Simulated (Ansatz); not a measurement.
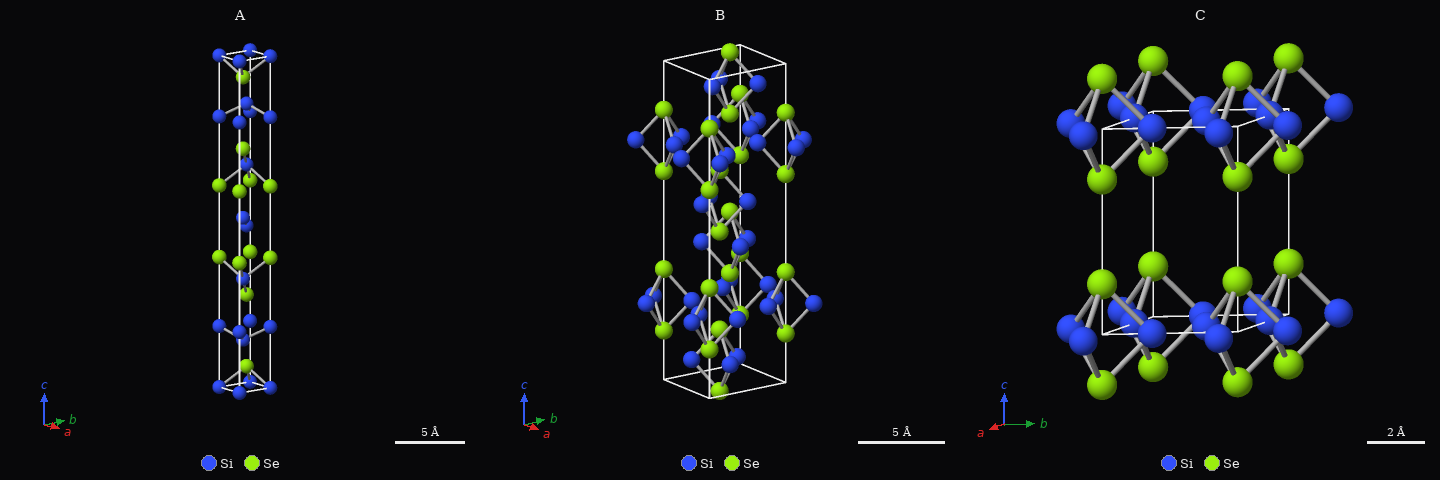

Three structures of Si₃Se₂, each relaxed to rest (conventional cells in solid outline, small ones repeated, each panel with its own scale). Method: DFT PBE, scalar-relativistic, plane waves, PAW in Ansatz, without spin polarisation.

Name the structure in each panel.

A: 15 atoms a cell on a rhombohedral (trigonal R) lattice, R-3m; B: 30 atoms a cell on a rhombohedral (trigonal R) lattice, R-3c; C: 5 atoms a cell on a primitive hexagonal lattice, P-62m.

Rank them by energy, lowest first.

A, then C (+243 meV/atom) and B (+477 meV/atom), energies at zero smearing.

Collect the results in a table.

| panel | structure | E − E(lowest) (meV/atom) | volume (Å³/atom) | gap (eV) |
| --- | --- | --- | --- | --- |
| A | R-3m | 0 | 19.6 | metal |
| C | P-62m | 243 | 29.5 | metal |
| B | R-3c | 477 | 28.7 | metal |

Some of these may be structure types tried for this composition rather than known phases, and the most stable form need not be among them. Gaps are taken on the k-mesh or band path of each run.
